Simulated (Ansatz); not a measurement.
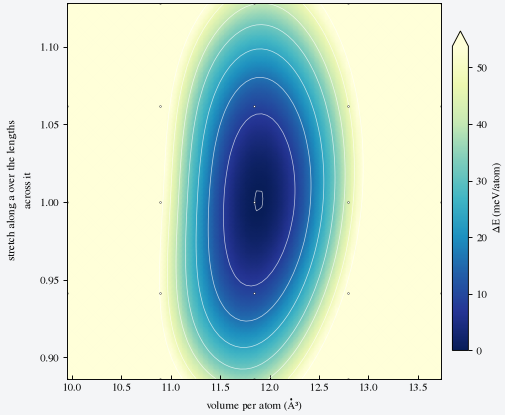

SnO2 (P4_2/mnm, No. 136; 6 atoms in the cell). The energy is mapped over volume and the cell's shape. The first coordinate is: volume per atom; the second: stretch along a over the lengths across it, relative to the relaxed cell. Relaxed at each point: the atoms inside the fixed cell. The scan uses a 5 × 5 grid. Points are written as (first, second). All energies are given in meV/atom relative to the lowest grid point. Level of theory: DFT LDA, scalar-relativistic, plane waves, PAW (Ansatz 0.2.0). Settings: cutoff 520 eV, k-mesh 6×6×10 in the order of the run's cell vectors, gaussian smearing 0.05 eV, no spin polarisation.

In the figure: a smooth colour map with a few white contour lines, dots at the grid points, one colour for all values above the top of the scale. Between grid points the surface is interpolated.

Q: Estimate the position of the minimum and the force constants in these coordinates.

A: The interpolated minimum is at volume per atom ≈ 11.84 Å³, the second coordinate ≈ 1.000. The curvatures there are about 0.7 eV/(Å³)² and 32 eV, with a cross term of about −0.63 eV/Å³ (per cell of 6 atoms). Round the minimum the two coordinates are weakly coupled (coupling −0.13 in units of the two stiffnesses).

PAW datasets: the set soft_1.
